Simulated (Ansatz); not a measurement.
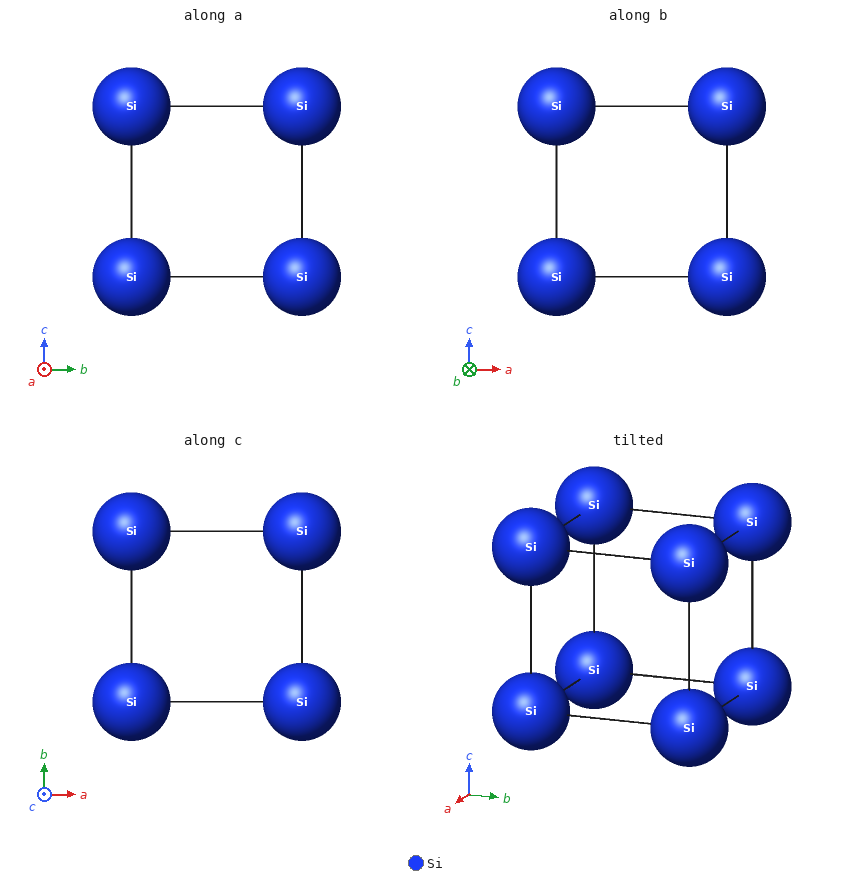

We look at a spheres-only model of the crystal along the a axis, along the b axis, along the c axis and slightly off an axis. The edges of the conventional unit cell are marked.

Lattice parameters: a = 2.5323 Å, b = 2.5323 Å, c = 2.5323 Å, α = 90.000°, β = 90.000°, γ = 90.000°.

Question: Convert the drawing into a CIF in P1 with every atom of the cell.

Answer:
```cif
data_structure
_symmetry_space_group_name_H-M 'P 1'
_symmetry_Int_Tables_number 1
_cell_length_a 2.5323
_cell_length_b 2.5323
_cell_length_c 2.5323
_cell_angle_alpha 90.000
_cell_angle_beta 90.000
_cell_angle_gamma 90.000
_cell_volume 16.24
loop_
_atom_site_label
_atom_site_type_symbol
_atom_site_fract_x
_atom_site_fract_y
_atom_site_fract_z
_atom_site_occupancy
Si1 Si 0.0000 0.0000 0.0000 1
```

The structure comes from a random cell made by a generator, so it need not be a real form of the element. The structure drawn was relaxed with Ansatz, DFT PBE, scalar-relativistic, plane waves, PAW.
